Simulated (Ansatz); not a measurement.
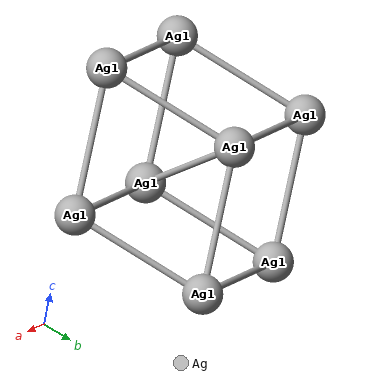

The system is Ag (Im-3m, No. 229; 1 atom in the cell); the picture shows the reference structure. The cell is strained homogeneously, by one strain along x and y and another along z, with fractional coordinates fixed (x, y and z along the cube axes). Coordinates scanned: (1) strain along x and y; (2) strain along z. Grid: 5 × 5 points. Points are written as (first, second). Energies: meV/atom, counted from the lowest grid point. The reference cell is the one listed in the database, not relaxed at this level. Computed with Ansatz 0.2.0, DFT PBEsol, scalar-relativistic, plane waves, PAW. Settings: cutoff 420 eV, k-mesh 20×20×20, gaussian smearing 0.15 eV, no spin polarisation.

Its coordinates:

```
CELL_PARAMETERS angstrom
-1.65565 1.65565 1.65565
1.65565 -1.65565 1.65565
1.65565 1.65565 -1.65565
ATOMIC_POSITIONS crystal
Ag 0.00000 0.00000 0.00000
```

Range: strain along x and y from −8 to 8 %; strain along z from −8 to 8 %.

Q: What will the energy surface look like?

A: The lowest grid point is at (−8 %, 8 %). It lies at the edge of the scanned range, so the true minimum may lie outside. Other grid points that lie below all their neighbours: (−4 %, 0 %) (13 meV/atom higher). The energy also falls towards the edge at (0 %, −8 %) (12 meV/atom above the lowest), where a further well may lie outside the range. The highest grid point, (8 %, 8 %), lies 411 meV/atom above the lowest.

```tsv
strain along z ↓, strain along x and y →	−8	−4	0	4	8
8	0	37	132	262	411
4	19	18	86	197	334
0	61	13	49	136	258
−4	129	27	21	82	186
−8	232	62	12	41	121
```

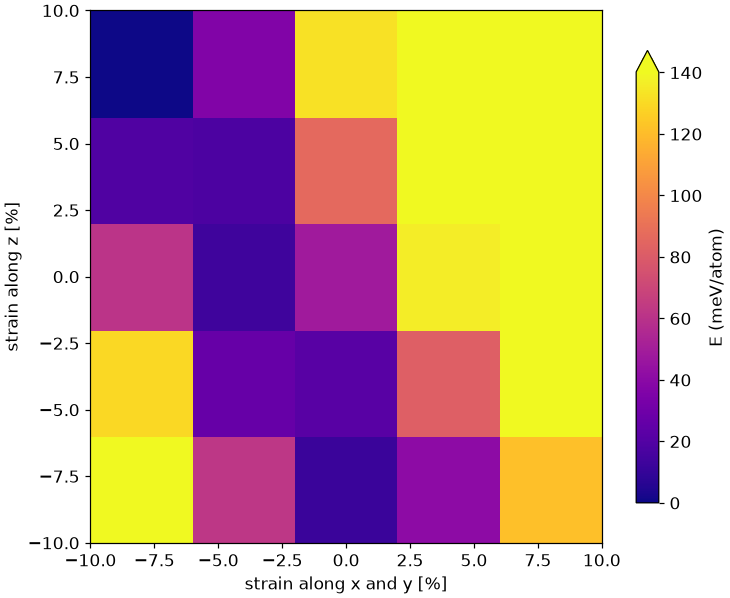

Drawn: one coloured cell a grid point, one colour for all values above the top of the scale.
